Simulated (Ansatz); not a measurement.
# Geometry relaxation of Ni₈H (part 2 of 3)

Ni₈H (slab, 9 atoms in the cell); DFT PBE+D3(BJ), scalar-relativistic, plane waves, PAW, spin-polarised (Ansatz 0.2.0); cutoff 420 eV, 7×13×1 k-mesh, Gaussian smearing of 0.1 eV, collinear spins. The structure derives from an entry of the Crystallography Open Database. The input holds or restrains some coordinates. Forces given for the steps count only the free coordinates.

Geometry of the input (Å; fractional positions):
```
4.9189  0.0000  0.0000
-1.2297  2.1299  0.0000
0.0000  0.0000  25.0244
Ni 0.3333  0.3333  0.3397
Ni 0.8333  0.3333  0.3397
Ni 0.6667  0.6667  0.4199
Ni 0.1667  0.6667  0.4199
Ni 0.0000  0.0000  0.5002
Ni 0.5000  0.0000  0.5002
Ni 0.3333  0.3333  0.5804
Ni 0.8333  0.3333  0.5804
H  0.3333  0.8333  0.6188
```

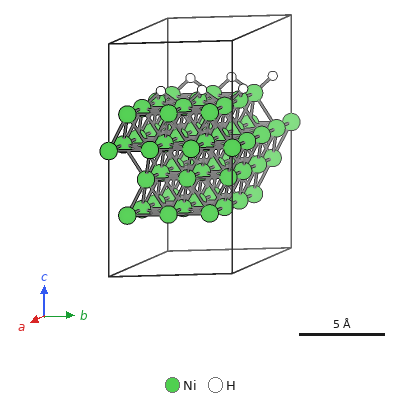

The geometry at step 9 of the log (ball-and-stick view of the 2 × 3 repeat of the cell, with the vacuum cut short, seen slightly off an axis).

Output, continued
```
relax step   6: F+E_penalty+E_count = -46734.45730586 eV  Δ(F+E_penalty+E_count) = -8.412e-3 eV  max|allowed force component| = 1.715e-1 eV/Å  Δτ_max = 0.1951 Å  (13 SCF iters, accepted)
SCF 7 converged in 8 iterations: F = -46734.479200 eV  dr2 = 1.23e-5
relax step   7: F+E_penalty+E_count = -46734.47919955 eV  Δ(F+E_penalty+E_count) = -2.189e-2 eV  max|allowed force component| = 3.108e-1 eV/Å  Δτ_max = 0.1956 Å  (8 SCF iters, dr2 threshold 1.39e-5 eV, accepted)
SCF 8 converged in 9 iterations: F = -46734.533355 eV  dr2 = 2.87e-5
relax step   8: F+E_penalty+E_count = -46734.53335530 eV  Δ(F+E_penalty+E_count) = -5.416e-2 eV  max|allowed force component| = 2.215e-1 eV/Å  Δτ_max = 0.1931 Å  (9 SCF iters, dr2 threshold 9.66e-5 eV, accepted)
SCF 9 converged in 9 iterations: F = -46734.550105 eV  dr2 = 9.44e-6
relax step   9: F+E_penalty+E_count = -46734.55010503 eV  Δ(F+E_penalty+E_count) = -1.675e-2 eV  max|allowed force component| = 1.361e-1 eV/Å  Δτ_max = 0.1770 Å  (9 SCF iters, dr2 threshold 2.49e-5 eV, accepted)
SCF 10 converged in 10 iterations: F = -46734.554971 eV  dr2 = 1.83e-6
relax step  10: F+E_penalty+E_count = -46734.55497066 eV  Δ(F+E_penalty+E_count) = -4.866e-3 eV  max|allowed force component| = 1.933e-2 eV/Å  Δτ_max = 0.0463 Å  (10 SCF iters, dr2 threshold 7.00e-6 eV, accepted)
iter 1 solved again at ethr=4.96e-11 eV; its pass at ethr=3.10e-3 eV (dr2=7.19e-8 eV) is discarded
SCF iter   1: F=—  HF=-46734.554973 eV  |F-HF|=—  |Δ(HF+E_count)|=         —  Δρ=5.62e-6 (↑2.19e-6 ↓5.62e-6)  dr2=7.21e-8  dr2_m=1.58e-8  M=4.750 μB ∫|m|=5.444 μB  β_m=1.00  ethr=4.96e-11  p=-0.002 e·Å  D=-1.08e-3 V/Å  ΔV_dip=0.03 eV  dr2_dipole=3.76e-10  V_vac-E_F(+/−)=5.12/5.09 eV  ⟨swp⟩=1.0  Hψ=20240  notcnv=0
efield: sawtooth ramp at fractional position 0.9292 (handed on by an earlier solve), width 0.1000; the density the first Hamiltonian is built on has a dipole p = -0.002 e·Å; the dipole correction subtracts the counter field D = -1.08e-3 V/Å, which shifts the + side's vacuum level by +0.03 eV against the − side's; the planar-averaged density in the ramp window peaks in size at 4.7e-6 e/Å³
preconditioner: auto → LDOS  [metal: Δε(μ)=0.002 eV  Ē_g=7.754 eV  σ=0.100 eV  W_gap=0.01  n_scr=22 (ndim 8)  ℏωp=20.6 eV  f_vac=0.625  D(μ)=13.53/eV (n_scr^D=134)]
spin=Collinear: LDOS preconditioning applied to the charge; magnetization (m = ρ↑ − ρ↓) channel mixes plain (no charge-response kernel on spin).
SCF iter   2: F=—  HF=-46734.554973 eV  |F-HF|=—  |Δ(HF+E_count)|=   7.26e-9  Δρ=9.29e-7 (↑9.29e-7 ↓6.62e-7)  dr2=2.51e-9  dr2_m=6.93e-10  M=4.750 μB ∫|m|=5.444 μB  β_m=0.32  ethr=4.96e-11  p=-0.002 e·Å  D=-1.08e-3 V/Å  ΔV_dip=0.03 eV  dr2_dipole=1.04e-11  V_vac-E_F(+/−)=5.12/5.09 eV  ⟨swp⟩=2.0  Hψ=12007  notcnv=0
density mixer auto → msr1: a metal under ldos (density of states about μ 3.40 of a free-electron gas's, 48 screened modes)
SCF iter   3: F=—  HF=-46734.554973 eV  |F-HF|=—  |Δ(HF+E_count)|=   1.17e-8  Δρ=5.91e-6 (↑1.24e-6 ↓5.91e-6)  dr2=3.61e-7  dr2_m=1.41e-8  M=4.750 μB ∫|m|=5.444 μB  β_m=0.57  ethr=1.73e-12  p=-0.002 e·Å  D=-1.08e-3 V/Å  ΔV_dip=0.03 eV  dr2_dipole=8.01e-8  V_vac-E_F(+/−)=5.12/5.09 eV  ⟨swp⟩=2.4  Hψ=14475  notcnv=0
SCF iter   4: F=-46734.554973 eV  HF=-46734.554973 eV  |F-HF|=8.34e-8  |Δ(HF+E_count)|=   6.65e-9  Δρ=2.60e-6 (↑4.27e-7 ↓2.60e-6)  dr2=7.11e-8  dr2_m=3.19e-9  M=4.750 μB ∫|m|=5.444 μB  ethr=1.73e-12  p=-0.002 e·Å  D=-1.08e-3 V/Å  ΔV_dip=0.03 eV  dr2_dipole=1.75e-8  V_vac-E_F(+/−)=5.12/5.09 eV  ⟨swp⟩=9.7  Hψ=57737  notcnv=0
SCF 11 converged in 4 iterations: F = -46734.554973 eV  dr2 = 7.11e-8
relax step  11: F+E_penalty+E_count = -46734.55497263 eV  Δ(F+E_penalty+E_count) = -1.973e-6 eV  max|allowed force component| = 1.931e-2 eV/Å  Δτ_max = 0.0000 Å  (4 SCF iters, accepted)
```

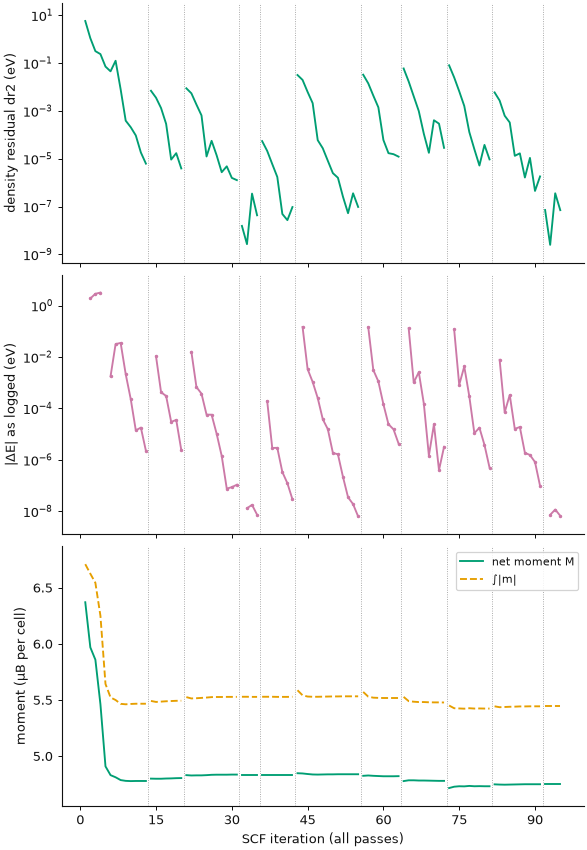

Convergence of the self-consistent field: density residual dr2, size of the energy change and magnetic moment against the SCF iteration. The dotted lines part the SCF passes of the relaxation: geometry steps, rejected trials and re-solves on a re-selected basis. The 11 passes take 4 to 13 iterations each, 95 in all. The net moment goes from 6.4 to 4.8 μB per cell.

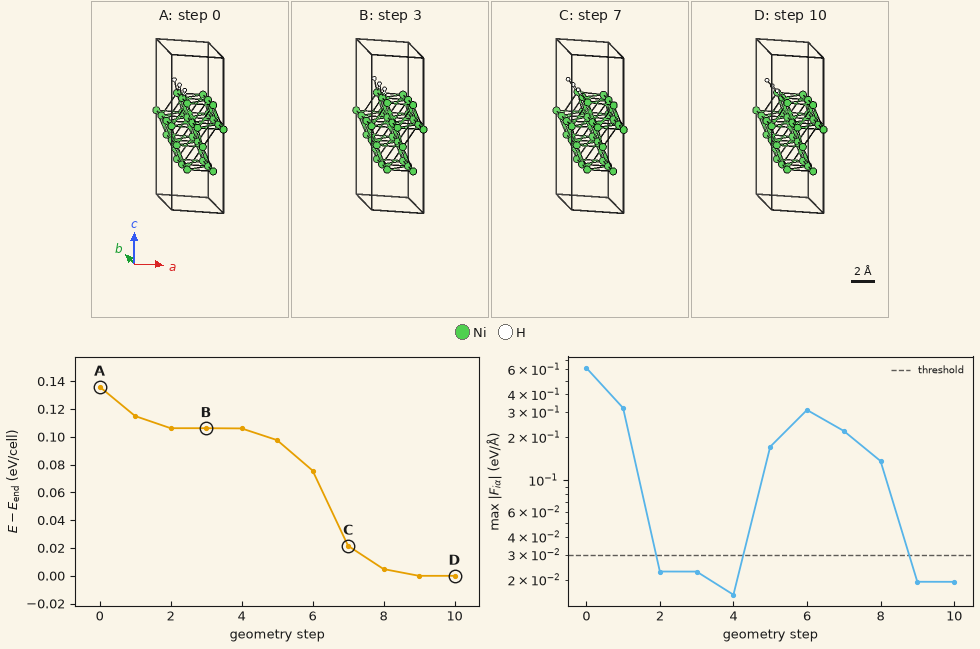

Frames of the restrained relaxation (ball-and-stick view of the 1 × 3 repeat of the cell, with the vacuum cut short, seen slightly off an axis) above the curves, on which the letters mark them (the first geometry is step 0 here and step 1 in the log).

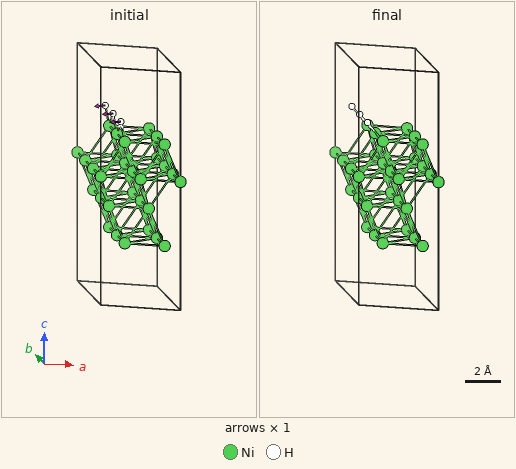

Before (left) and after (right) the restrained relaxation, at one scale (ball-and-stick view of the 1 × 3 repeat of the cell, with the vacuum cut short, seen slightly off an axis). The pink arrows give the displacements, at true length. After 10 geometry steps the energy has fallen by 0.136 eV per cell of the calculation. Largest force component: 0.61 eV/Å at the start, 0.019 eV/Å at the end. The atom that moves furthest is H9 (0.67 Å). By element the largest moves are H 0.67 Å, Ni 0.04 Å. The lattice vectors keep their values. Among the contacts that change: Ni8–H9 2.336 → 1.729 Å, Ni7–H9 1.560 → 1.669 Å, Ni5–Ni7 2.459 → 2.507 Å, Ni6–Ni7 2.459 → 2.481 Å. New bonds form: Ni8–H9 (2.34 → 1.73 Å). Among the angles that change: Ni7–H9–Ni7 104.0° → 94.9°. (Atoms are counted from 1 in the order of the input.)

```
WARN: The output density's exchange-correlation potential varies sharply where the density is thin. Do not read a vacuum level from v_tot or v_xc, or from such a field of the output density. On a cell that repeats whose density bears no net charge and no dipole along the vacuum's axis use v_es (v_loc + v_h of the components); under efield.dipole_correction with no amplitude use v_es + v_field, which holds any external_charges[].barrier, or the levels of the report's work_function block, which leave it out; under a non-zero efield.amplitude the vacuum is tilted and has no level; on a cell that repeats and bears such a dipole with no correction it is tilted too, and efield.dipole_correction with no amplitude gives each side of its ramp a level where efield: is served; in a cell that repeats whose density bears a net charge (total_charge, or a fill off its count) it is curved and has none; of a slab under crystal.periodic whose density bears no net charge use v_es, which has a level on each side, short of where the two are joined; of another it falls or rises all the way out and has none; of a slab beside external_charges read slab_vacuum_level instead, which it has where they leave it neutral. The grid or the basis barely resolves most such structure, and the values can differ between equally converged runs; as a rule a tighter scf.convergence.dr2_threshold does not remove it. Where the density itself ripples (under the LDA too) a higher basis.ecutwfc lessens it. The files hold the spikes' plane waves up to the density's cutoff. Files: v_tot_of_output_density and the like, and their columns of v_z.tsv (output.write_potential); v_xc_of_output_density and the like, and their columns of v_comp_z.tsv (output.write_potential_components). Measured: with its Gaussian average of σ = 0.25 Å subtracted twice, the exchange-correlation potential is over 0.1 eV at 14 of the grid points where the equally averaged density (valence and model cores) is under 1e-3 e/Å³, and 0.122 eV at the most among them, at an averaged density of 4.8e-9 e/Å³. The input density's (outcome.potential() and, of a run that writes arrays, v_tot and v_xc) is over 0.1 eV, so measured, at 5 points of its own thin density, 0.144 eV at the most. See output.write_potential in the manual, Limitations
SCF converged after 4 iterations
Magnetization: 4.7503 μB (74.8752 up, 70.1248 down)
Absolute magnetization: 5.4500 μB (∫|ρ↑−ρ↓|, with the PAW one-centre terms)
Spin contamination: 0.0656 ħ² per cell (⟨S²⟩ above its minimum at these occupations)
Per-site moments (μB) at R_I (Å): [(0.7027177297454072, 1.0145227058206039), (0.7172530098324251, 1.0145227058206039), (0.715152853370166, 1.011014536143917), (0.7085472578327681, 1.0103636665026614), (0.7208466813768541, 1.0103636665026614), (0.6280943334986572, 1.0118633216859731), (0.31088430264054623, 0.6883196132932189), (0.49150014834657296, 0.7131838560043671), (-0.005069774905124625, 0.6883196132932189)]
Free energy (F): -46734.554973 eV
Harris-Foulkes:  -46734.554973 eV  (|F-HF|=8.34e-8)
Internal energy: -46734.487330 eV  (E = F + TS)
E sigma→0 (E₀):  -46734.521151 eV
Entropy (-TS):   -0.067642 eV (-7.516 meV/atom)
Fermi energy:    2.735321 eV
Dipole field:    D = -0.001240 V/Å  (p = -0.001796 e·Å, saw-weighted, corrected)
Work function:   Φ+ = 5.1233 eV   Φ− = 5.0923 eV
Levels:          The Fermi level and band energies are counted from a zero that moves with the ramp; work functions are not
--- Per-component energies (eV) ---
  E_band       = -4492.514878
  E_kinetic    = 2271.821800
  E_local      = -381044.175039  (includes V_loc(G=0)·N_el)
  E_nonlocal   = 5091.468013
  E_hartree    = 187140.764817
  E_xc         = -685.387714
  E_vxc        = -883.597775  (∫ρ·V_xc dr)
  E_paw        = -13042.259288  (= ΣΔE_a)
  E_vpaw       = -4209.491252  (= ΣTr[D̂ρ^β])
  E_aug_tail   = 0.003184  (compensation charges beyond the density's cutoff)
  E_efield     = 0.000001  (sawtooth field / dipole correction)
  E_vefield    = -0.080548  (∫n·V_field dr)
  E_ewald      = 153536.175247
  E_disp       = -2.898351  (pairwise vdW)
  E_smearing   = -0.067642  (= −TS)
  E_closure    = -0.000000  (closes the sum)
  Σ components = -46734.554973   (vs F -46734.554973, Δ=0.00e0)
--- Forces (eV/Å), atoms counted from 1 ---
  atom   1  Ni     0.00691743     0.00201660     0.02001614
  atom   2  Ni    -0.00472954    -0.00209394     0.00332595
  atom   3  Ni    -0.02670541    -0.01382642    -0.03863387
  atom   4  Ni     0.02483087     0.01434485     0.00565684
  atom   5  Ni    -0.00746368    -0.00523269    -0.00194792
  atom   6  Ni     0.00119832     0.00110249     0.00129922
  atom   7  Ni     0.01931237     0.01323807     0.00980919
  atom   8  Ni    -0.01039398    -0.00604995     0.00941109
  atom   9  H     -0.00296733    -0.00349958    -0.00886554
  max |Σ_I F_I| component: 7.11e-5 eV/Å
--- Band table (eV; the first three rows and the last of 92) ---
  k-point 0 ↑: bands = ["-101.0488", "-101.0210", "-101.0039", "-100.9069", "-100.7569", "-100.7236", "-100.5728", "-100.5420", "-61.5211", "-61.4892", "-61.4610", "-61.4008", "-61.3753", "-61.3717", "-61.3250", "-61.3195", "-61.3172", "-61.2971", "-61.2889", "-61.2269", "-61.2157", "-61.1544", "-61.1524", "-61.1121", "-61.1031", "-61.0313", "-60.9894", "-60.9711", "-60.9631", "-60.9564", "-60.7492", "-60.6828", "-6.3118", "-5.3821", "-3.8453", "-2.5453", "-2.0851", "-1.9538", "-1.6279", "-1.5323", "-1.4081", "-0.9782", "-0.3774", "-0.0149", "0.1190", "0.1255", "0.2452", "0.2464", "0.2658", "0.3051", "0.3098", "0.4216", "0.5253", "0.5274", "0.5645", "0.5837", "0.5879", "0.6733", "1.0739", "1.1563", "1.4181", "1.4206", "1.6066", "1.6105", "1.7398", "1.7602", "1.9663", "1.9677", "2.0044", "2.1028", "2.1254", "2.1405", "2.1437", "2.2112", "2.3096", "2.4344", "2.5300", "3.2289", "4.3157", "5.0422", "5.2960", "7.4268", "7.5497", "8.1683", "8.3874", "8.9078", "9.1713", "10.0645", "10.2188", "10.5226", "11.4675", "12.3245"]
  k-point 1 ↑: bands = ["-101.0472", "-101.0210", "-101.0030", "-100.9064", "-100.7556", "-100.7234", "-100.5714", "-100.5419", "-61.5155", "-61.4858", "-61.4578", "-61.3996", "-61.3817", "-61.3711", "-61.3343", "-61.3266", "-61.3214", "-61.2952", "-61.2843", "-61.2323", "-61.2221", "-61.1583", "-61.1490", "-61.1174", "-61.1109", "-61.0379", "-60.9885", "-60.9769", "-60.9699", "-60.9561", "-60.7483", "-60.6825", "-6.1085", "-5.1971", "-3.6802", "-2.3911", "-2.0078", "-1.8720", "-1.5479", "-1.4535", "-1.3077", "-0.9330", "-0.4126", "-0.0962", "0.0173", "0.1217", "0.1683", "0.1997", "0.3210", "0.3526", "0.3836", "0.4139", "0.4260", "0.4920", "0.5475", "0.5889", "0.6105", "0.6692", "0.8704", "1.1691", "1.3600", "1.3689", "1.5064", "1.5831", "1.6200", "1.6483", "1.7205", "1.7647", "1.9623", "1.9959", "2.0544", "2.0839", "2.1407", "2.1817", "2.2567", "2.3765", "3.2378", "3.5676", "4.2455", "5.0538", "6.1953", "7.6087", "7.7448", "8.3632", "8.5828", "9.0781", "9.3492", "10.2243", "10.4117", "10.6703", "11.7355", "12.3923"]
  k-point 2 ↑: bands = ["-101.0428", "-101.0209", "-101.0007", "-100.9048", "-100.7521", "-100.7228", "-100.5676", "-100.5415", "-61.5019", "-61.4766", "-61.4506", "-61.4051", "-61.3877", "-61.3755", "-61.3582", "-61.3458", "-61.3292", "-61.2931", "-61.2718", "-61.2519", "-61.2328", "-61.1736", "-61.1435", "-61.1356", "-61.1204", "-61.0550", "-61.0028", "-60.9862", "-60.9784", "-60.9553", "-60.7459", "-60.6815", "-5.5190", "-4.6716", "-3.2286", "-1.9780", "-1.8067", "-1.6485", "-1.3469", "-1.2365", "-1.0960", "-0.8025", "-0.5172", "-0.3078", "-0.2141", "-0.1478", "-0.0009", "0.0885", "0.2086", "0.3072", "0.3484", "0.4266", "0.4725", "0.4945", "0.5901", "0.6220", "0.6516", "0.8334", "0.8971", "0.9628", "1.0601", "1.0928", "1.1999", "1.3043", "1.3758", "1.5694", "1.6218", "1.6798", "1.7982", "1.9389", "1.9650", "1.9984", "2.1258", "2.1498", "2.2221", "3.0033", "3.7736", "4.1578", "4.5713", "5.4602", "7.2992", "8.1405", "8.3391", "8.9925", "9.1771", "9.5932", "9.9197", "10.8197", "10.9865", "11.1408", "12.0222", "13.0737"]
```
